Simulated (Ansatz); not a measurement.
**Cs2SnI6: density, localisation and related maps**

The calculation's input:

```
crystal:
  lattice:
    - [0.0, 5.8138, 5.8138]
    - [5.8138, 0.0, 5.8138]
    - [5.8138, 5.8138, 0.0]
  atoms:
    - { symbol: Cs, position: [0.25, 0.25, 0.25] }
    - { symbol: Cs, position: [0.75, 0.75, 0.75] }
    - { symbol: Sn, position: [0.0, 0.0, 0.0] }
    - { symbol: I, position: [0.75464, 0.24536, 0.24536] }
    - { symbol: I, position: [0.24536, 0.75464, 0.24536] }
    - { symbol: I, position: [0.24536, 0.75464, 0.75464] }
    - { symbol: I, position: [0.75464, 0.24536, 0.75464] }
    - { symbol: I, position: [0.24536, 0.24536, 0.75464] }
    - { symbol: I, position: [0.75464, 0.75464, 0.24536] }
basis:
  ecutwfc: 420
kpoints:
  mp_grid: { grid: [6, 6, 6] }
hamiltonian:
  xc: pbe
scf:
  occupations: { method: gaussian, width: 0.01 }
output:
  forces: true
  stress: true
  eigenvalues: true
  write_density: true
  write_potential: true
  elf: true
  volumetric_format: npy
relax:
  adjacent_minimum: "off"
  f_tol: 0.005
  max_steps: 80
  cell: { stress_tol: 0.05 }
```

Run with:

```sh
ansatz run input.yaml --threads 4 --pin off --max-ram 10240MiB --backend cpu --events-out ev --progress --plain --runs-dir out
```

Below, planes, directions and counts refer to the conventional cell (a = 12.04 Å, b = 12.04 Å, c = 12.04 Å, α = 90.00°, β = 90.00°, γ = 90.00°).

The fields are those of the run's last geometry, not of the input's.

Space group Fm-3m.

These are results of DFT PBE, scalar-relativistic, plane waves, PAW in Ansatz 0.2.0, not measurements.

The density is the valence pseudo-density of a PAW calculation; it isn't the true density close to the nuclei.

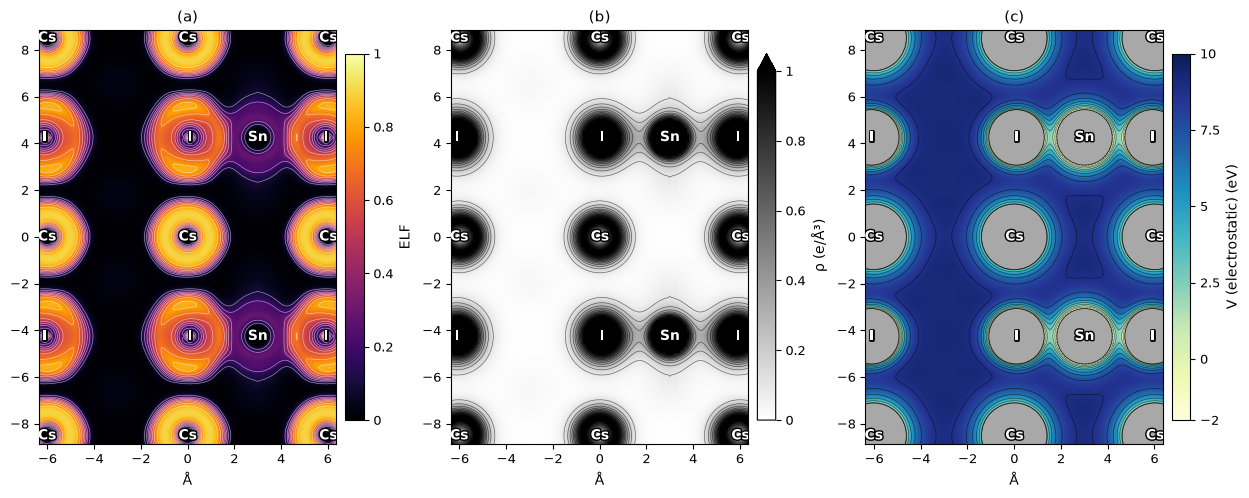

Figure 1. (a) electron localisation function; (b) valence charge density (pseudo); (c) electrostatic potential energy of an electron on the (011) plane of the conventional cell. Grey discs cover the atomic cores in the potential map.

Question: Interpret the plot.

Answer: The plane passes through Cs, Sn and I nuclei. Sn–I (2.91 Å): ρ is about 0.34 e/Å³ halfway; the ELF peaks at about 0.70 in the valence shell of I, 1.3 Å from its nucleus, and is about 0.65 at the midpoint. Cs–I (4.26 Å): the density is about 0.03 e/Å³ at the midpoint; the ELF peaks at about 0.85 in the valence shell of I, 1.4 Å from its nucleus, and drops to about 0 between the two atoms; a largely ionic contact. Between the atoms the lowest density in this plane is 0.003 e/Å³. The features right at Cs lie inside the PAW spheres, where the map follows smoothed inner orbitals and isn't to be read closely. Outside the cores the potential energy rises away from the atoms and is highest about 2.3 Å from the nearest atoms; its zero is arbitrary.

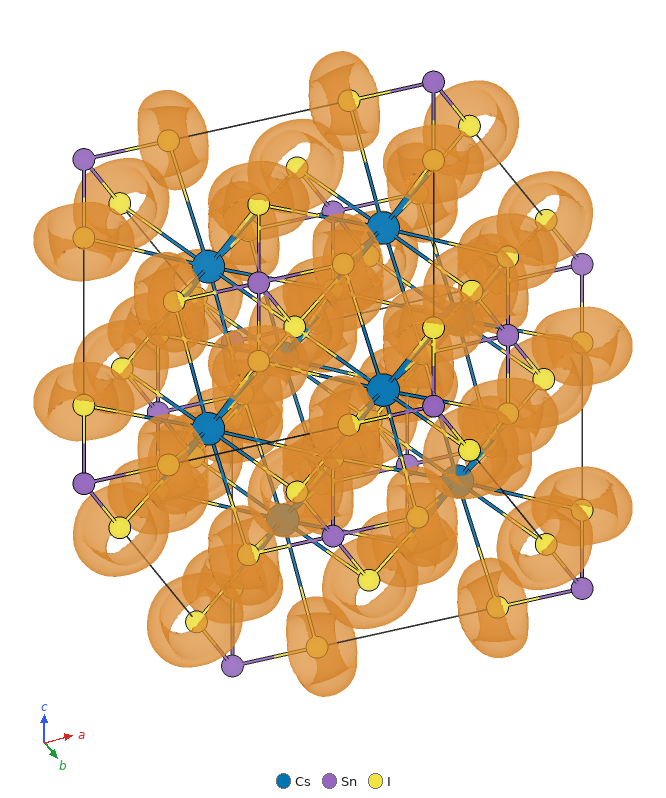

Figure 2. Isosurface of the ELF at 0.75 (orange), seen at an oblique angle. Core shells and regions of very low density are left out. Sticks mark near contacts.

Question: Describe the localisation domains.

Answer: At this value the surface marks out 24 regions wrapped around I (the valence shell of each), counted in one cell of 36 atoms. Any copies at cell faces, edges or corners count once.

Question: Does the calculation make it a metal, or give it a gap?

Answer: It is gapped, with a Kohn–Sham gap of 0.25 eV on the k-point mesh, an upper bound to the gap of this method.
